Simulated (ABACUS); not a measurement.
# Band-structure run, with input and output: MoS₂ (part 2 of 2)

The same run, continued: MoS₂ (3 atoms in the cell); Kohn-Sham DFT of a periodic cell, LDA, GBRV ultrasoft 1.5 LDA, no spin polarisation (ABACUS 3.10.1); cutoff 544.23 eV, 8×8×2 k-mesh, fermi-dirac of 0.05 eV. The structure derives from a Materials Project entry.

**Output, continued**
```
----------------------------------------------------------

 PW ALGORITHM --------------- ION=   1  ELEC=   5--------------------------------

 Density error is 0.000627471397021
                          Error Threshold = 1.06679072573e-05
----------------------------------------------------------
     Energy           Rydberg                 eV
----------------------------------------------------------
 E_KohnSham     -187.8854131475      -2556.3121898895
 E_Harris       -187.0387856866      -2544.7932323390
 E_Fermi        0.0054109520         0.0736197793
----------------------------------------------------------

 PW ALGORITHM --------------- ION=   1  ELEC=   6--------------------------------

 Density error is 0.000351277789069
                          Error Threshold = 2.41335152701e-06
----------------------------------------------------------
     Energy           Rydberg                 eV
----------------------------------------------------------
 E_KohnSham     -187.8853895237      -2556.3118684719
 E_Harris       -187.1936937421      -2546.9008645595
 E_Fermi        0.0109149465         0.1485054660
----------------------------------------------------------

 PW ALGORITHM --------------- ION=   1  ELEC=   7--------------------------------

 Density error is 0.0001791297004
                          Error Threshold = 1.3510684195e-06
----------------------------------------------------------
     Energy           Rydberg                 eV
----------------------------------------------------------
 E_KohnSham     -187.8853917592      -2556.3118988876
 E_Harris       -187.4004761299      -2549.7142832793
 E_Fermi        0.0170740913         0.2323049293
----------------------------------------------------------

 PW ALGORITHM --------------- ION=   1  ELEC=   8--------------------------------

 Density error is 9.79390553627e-05
                          Error Threshold = 6.88960386154e-07
----------------------------------------------------------
     Energy           Rydberg                 eV
----------------------------------------------------------
 E_KohnSham     -187.8854077042      -2556.3121158298
 E_Harris       -187.5502796593      -2551.7524648601
 E_Fermi        0.0211927814         0.2883425842
----------------------------------------------------------

 PW ALGORITHM --------------- ION=   1  ELEC=   9--------------------------------

 Density error is 3.22982602969e-05
                          Error Threshold = 3.76688674472e-07
----------------------------------------------------------
     Energy           Rydberg                 eV
----------------------------------------------------------
 E_KohnSham     -187.8854341552      -2556.3124757147
 E_Harris       -187.6976164515      -2553.7570847584
 E_Fermi        0.0258272527         0.3513978001
----------------------------------------------------------

 PW ALGORITHM --------------- ION=   1  ELEC=  10--------------------------------

 Density error is 4.01730131921e-06
                          Error Threshold = 1.24224078065e-07
----------------------------------------------------------
     Energy           Rydberg                 eV
----------------------------------------------------------
 E_KohnSham     -187.8854397730      -2556.3125521491
 E_Harris       -187.8232097775      -2555.4658696232
 E_Fermi        0.0294701331         0.4009617307
----------------------------------------------------------

 PW ALGORITHM --------------- ION=   1  ELEC=  11--------------------------------

 Density error is 3.53075385816e-07
                          Error Threshold = 1.54511589201e-08
----------------------------------------------------------
     Energy           Rydberg                 eV
----------------------------------------------------------
 E_KohnSham     -187.8854401358      -2556.3125570852
 E_Harris       -187.8666733112      -2556.0572213364
 E_Fermi        0.0308172161         0.4192897358
----------------------------------------------------------

 PW ALGORITHM --------------- ION=   1  ELEC=  12--------------------------------

 Density error is 3.50072375713e-09
                          Error Threshold = 1.35798225314e-09
----------------------------------------------------------
     Energy           Rydberg                 eV
----------------------------------------------------------
 E_KohnSham     -187.8854402329      -2556.3125584054
 E_KS(sigma->0) -187.8854402327      -2556.3125584036
 E_Harris       -187.8847758874      -2556.3035195218
 E_band         -31.7946509681       -432.5884190876
 E_one_elec     -901.9761109812      -12272.0145692250
 E_Hartree      451.9015836513       6148.4364728812
 E_xc           -36.0654962370       -490.6962500213
 E_Ewald        298.2545833344       4057.9617879633
 E_entropy(-TS) -0.0000000003        -0.0000000036
 E_descf        0.0000000000         0.0000000000
 E_exx          0.0000000000         0.0000000000
 E_Fermi        0.0313965215         0.4271715902
----------------------------------------------------------

 charge density convergence is achieved
 final etot is -2556.3125584 eV
 EFERMI = 0.42717159017 eV
The vacuum level is 5.7320962004 eV

 STATE ENERGY(eV) AND OCCUPATIONS    NSPIN == 1
 1/5 kpoint (Cartesian) = 0.0000 0.0000 0.0000 (4337 pws)
       1       -61.1781      0.0156250
       2       -35.3790      0.0156250
       3       -35.1650      0.0156250
       4       -35.1650      0.0156250
       5       -14.5107      0.0156250
       6       -13.1510      0.0156250
       7       -6.08823      0.0156250
       8       -3.12398      0.0156250
       9       -3.12398      0.0156250
      10       -2.19050      0.0156250
      11       -1.99766      0.0156250
      12       -1.99766      0.0156250
      13      -0.422584      0.0156250
      14        2.30544    7.57454e-19
      15        2.30544    7.57454e-19
      16        2.59732    2.20880e-21
      17        2.59732    2.20880e-21
      18        4.90708    1.91351e-41
      19        5.34051    3.28948e-45
      20        5.57211    3.20210e-47
      21        6.25163    4.01072e-53
      22        7.65761    2.46057e-65
      23        8.43288    4.54081e-72

 2/5 kpoint (Cartesian) = -0.12500 0.072169 0.0000 (4371 pws)
       1       -61.1726      0.0937500
       2       -35.3679      0.0937500
       3       -35.2216      0.0937500
       4       -35.1779      0.0937500
       5       -14.2816      0.0937500
       6       -13.0598      0.0937500
       7       -5.83772      0.0937500
       8       -3.59277      0.0937500
       9       -3.05053      0.0937500
      10       -2.88494      0.0937500
      11       -2.33700      0.0937500
      12       -1.49876      0.0937500
      13      -0.564155      0.0937500
      14        2.06634    5.42447e-16
      15        2.08502    3.73329e-16
      16        2.34937    1.88766e-18
      17        2.68427    2.32819e-21
      18        5.27395    7.47157e-44
      19        5.63772    5.17276e-47
      20        6.26741    1.75517e-52
      21        6.83561    2.03678e-57
      22        7.92578    6.91633e-67
      23        9.23843    2.74396e-78

 3/5 kpoint (Cartesian) = -0.25000 0.14434 0.0000 (4370 pws)
       1       -61.1592      0.0937500
       2       -35.3560      0.0937500
       3       -35.3411      0.0937500
       4       -35.2088      0.0937500
       5       -13.6778      0.0937500
       6       -12.8211      0.0937500
       7       -5.48060      0.0937500
       8       -4.28352      0.0937500
       9       -4.03708      0.0937500
      10       -2.97568      0.0937500
      11       -2.28378      0.0937500
      12       -1.72116      0.0937500
      13       -1.16622      0.0937500
      14        1.73101    4.43583e-13
      15        1.91913    1.03037e-14
      16        2.41869    4.71928e-19
      17        3.34882    3.93399e-27
      18        6.10857    4.20706e-51
      19        6.45101    4.46193e-54
      20        7.07675    1.63856e-59
      21        8.07130    3.76642e-68
      22        8.34266    1.65531e-70
      23        8.96235    6.86003e-76

 4/5 kpoint (Cartesian) = -0.37500 0.21651 0.0000 (4394 pws)
       1       -61.1458      0.0937500
       2       -35.4878      0.0937500
       3       -35.3141      0.0937500
       4       -35.2395      0.0937500
       5       -12.9674      0.0937500
       6       -12.5488      0.0937500
       7       -5.92797      0.0937500
       8       -4.88431      0.0937500
       9       -4.37870      0.0937500
      10       -3.47386      0.0937500
      11       -2.12340      0.0937500
      12       -1.67387      0.0937500
      13       -1.38166      0.0937500
      14        1.73571    4.03806e-13
      15        2.01555    1.49794e-15
      16        3.12017    3.80980e-25
      17        3.77523    7.78155e-31
      18        6.56080    4.96553e-55
      19        7.18572    1.85318e-60
      20        7.23489    6.93204e-61
      21        8.10683    1.85052e-68
      22        8.20311    2.69779e-69
      23        9.38728    1.39774e-79

 5/5 kpoint (Cartesian) = 0.50000 0.86603 0.0000 (4360 pws)
       1       -61.1402      0.0468750
       2       -35.5415      0.0468750
       3       -35.3029      0.0468750
       4       -35.2522      0.0468750
       5       -12.6232      0.0468750
       6       -12.4229      0.0468750
       7       -6.25220      0.0468750
       8       -5.23567      0.0468750
       9       -4.51819      0.0468750
      10       -3.65441      0.0468750
      11       -2.26033      0.0468750
      12       -1.43738      0.0468750
      13       -1.07995      0.0468750
      14        1.76390    1.14891e-13
      15        2.28460    3.44767e-18
      16        3.38360    9.81215e-28
      17        3.90013    3.20015e-32
      18        5.57233    9.56375e-47
      19        7.32555    5.65372e-62
      20        7.71562    2.31368e-65
      21        8.45554    8.65836e-72
      22        9.20163    2.86362e-78
      23        9.95393    8.36582e-85

------------------------------------------------------------------------------------------
 TOTAL-FORCE (eV/Angstrom)
------------------------------------------------------------------------------------------
                       Mo1         0.0000000000         0.0000000000         0.0000000000
                        S1         0.0000000000         0.0000000000         0.3899355969
                        S2         0.0000000000         0.0000000000        -0.3899355969
------------------------------------------------------------------------------------------

----------------------------------------------------------------
 TOTAL-STRESS (KBAR)
----------------------------------------------------------------
       -24.4374356366        -0.0000000000         0.0000000000
         0.0000000000       -24.4374356366         0.0000000000
         0.0000000000         0.0000000000       -12.9963804111
----------------------------------------------------------------
 TOTAL-PRESSURE: -20.623751 KBAR

 --------------------------------------------
 !FINAL_ETOT_IS -2556.3125584053595958 eV
 --------------------------------------------
```

**Standard output**
```
ABACUS v3.10.1
OpenMP thread number: 1,Total thread number: 4,Local thread limit: 128

               Atomic-orbital Based Ab-initio Computation at UStc

%%%%%%%%%%%%%%%%%%%%%%%%%%%%%%%%%%%%%%%%%%%%%%%%%%%%%%%%%%%%%%%%%%%%%%%%%%%%%%%%%%%%%%%%%%%%%%%%%%%%%%%%%
 Warning: the number of valence electrons in pseudopotential > 6 for Mo: [Kr] 4d5 5s1
 Pseudopotentials with additional electrons can yield (more) accurate outcomes, but may be less efficient.
 If you're confident that your chosen pseudopotential is appropriate, you can safely ignore this warning.
%%%%%%%%%%%%%%%%%%%%%%%%%%%%%%%%%%%%%%%%%%%%%%%%%%%%%%%%%%%%%%%%%%%%%%%%%%%%%%%%%%%%%%%%%%%%%%%%%%%%%%%%%

 UNIFORM GRID DIM        : 25 * 25 * 135
 UNIFORM GRID DIM(BIG)   : 36 * 36 * 192
 UNIFORM GRID DIM(DENSE) : 36 * 36 * 192
 ---------------------------------------------------------
 Self-consistent calculations for electrons
 ---------------------------------------------------------
 SPIN    KPOINTS         PROCESSORS  THREADS
 1       20              4           4
 ---------------------------------------------------------
 Use plane wave basis
 ---------------------------------------------------------
 ELEMENT NATOM       XC
 Mo      1
 S       2
 ---------------------------------------------------------
 Initial plane wave basis and FFT box
 ---------------------------------------------------------
 -------------------------------------------
 SELF-CONSISTENT :
 -------------------------------------------
 START CHARGE      : atomic
 ITER       ETOT/eV          EDIFF/eV         DRHO     TIME/s
 DA1     -2.55606239e+03   0.00000000e+00   1.1893e-01   5.08
 DA2     -2.55629998e+03  -2.37593771e-01   7.0262e-03   2.06
 DA3     -2.55629019e+03   9.79594951e-03   1.0881e-02   2.28
 DA4     -2.55631061e+03  -2.04216128e-02   2.7737e-03   2.62
 DA5     -2.55631219e+03  -1.58201969e-03   6.2747e-04   2.28
 DA6     -2.55631187e+03   3.21417581e-04   3.5128e-04   2.41
 DA7     -2.55631190e+03  -3.04157429e-05   1.7913e-04   2.45
 DA8     -2.55631212e+03  -2.16942183e-04   9.7939e-05   2.06
 DA9     -2.55631248e+03  -3.59884929e-04   3.2298e-05   2.40
 DA10    -2.55631255e+03  -7.64343642e-05   4.0173e-06   2.26
 DA11    -2.55631256e+03  -4.93615064e-06   3.5308e-07   2.29
 DA12    -2.55631256e+03  -1.32011462e-06   3.5007e-09   2.40
----------------------------------------------------------------
 TOTAL-STRESS (KBAR)
----------------------------------------------------------------
       -24.4374356366        -0.0000000000         0.0000000000
         0.0000000000       -24.4374356366         0.0000000000
         0.0000000000         0.0000000000       -12.9963804111
----------------------------------------------------------------
 TOTAL-PRESSURE: -20.623751 KBAR
```

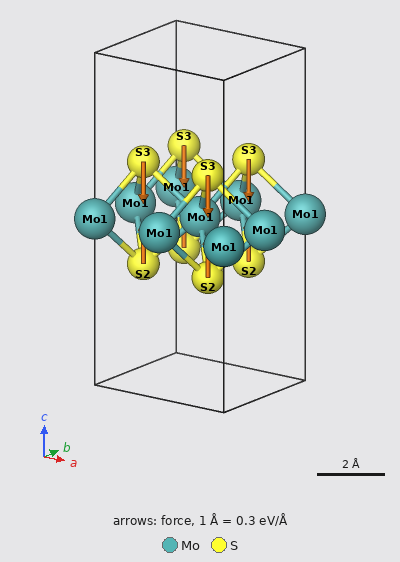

Forces on the atoms as orange arrows (ball-and-stick view of the 2 × 2 repeat of the cell, with the vacuum cut short, seen slightly off an axis; atoms are numbered from 1 in the order of the input). The largest act on S2, S3 (0.39 eV/Å). The geometry is not a stationary point of this energy.

The run was set up as follows.

**Input**
```
INPUT_PARAMETERS
suffix              MoS2
calculation         scf
basis_type          pw
pseudo_dir          ./
latname             hexagonal
symmetry            1
dft_functional      pz
ecutwfc             40
pseudo_rcut         10
nspin               1
nbands              23
ks_solver           dav
smearing_method     fd
smearing_sigma      0.00367493
scf_thr             1e-08
scf_nmax            100
mixing_type         broyden
mixing_beta         0.7
cal_force           1
cal_stress          1
ecutrho             320
out_chg             1
out_pot             2
out_elf             0
kpar                4
```

**File STRU**
```
ATOMIC_SPECIES
Mo 95.9500 mo_lda_v1.uspp.F.UPF
S 32.0600 s_lda_v1.4.uspp.F.UPF

LATTICE_CONSTANT
6.0171262416

LATTICE_PARAMETERS
5.4440683260

ATOMIC_POSITIONS
Direct

Mo
0.0
1
0.0000000000 0.0000000000 0.0000000000 1 1 1

S
0.0
2
0.3333333333 0.6666666667 0.9105070200 1 1 1
0.3333333333 0.6666666667 0.0894929800 1 1 1
```

**File KPT**
```
K_POINTS
0
Gamma
8 8 2 0 0 0
```

Command:
```bash
OMP_NUM_THREADS=1 mpirun -np 4 abacus > log
```

**Key numbers**

| quantity | value |
| --- | --- |
| outcome | converged |
| space group (tolerance 0.01 Å) | P-6m2 (187) |
| electrons treated | 26 |
| free energy | −2556.3126 eV |
| Fermi energy | 0.427 eV |
| gap on the k-point mesh | 1.77 eV |
| pressure | −2.06 GPa |
| largest force (length of the vector) | 0.390 eV/Å |
| hardware | 4 threads of Intel Xeon (Granite Rapids), 32 GiB of memory available, shared host |
| wall time | 70 s (CPU time 4.6 min) |
| peak memory | 1.6 GiB |
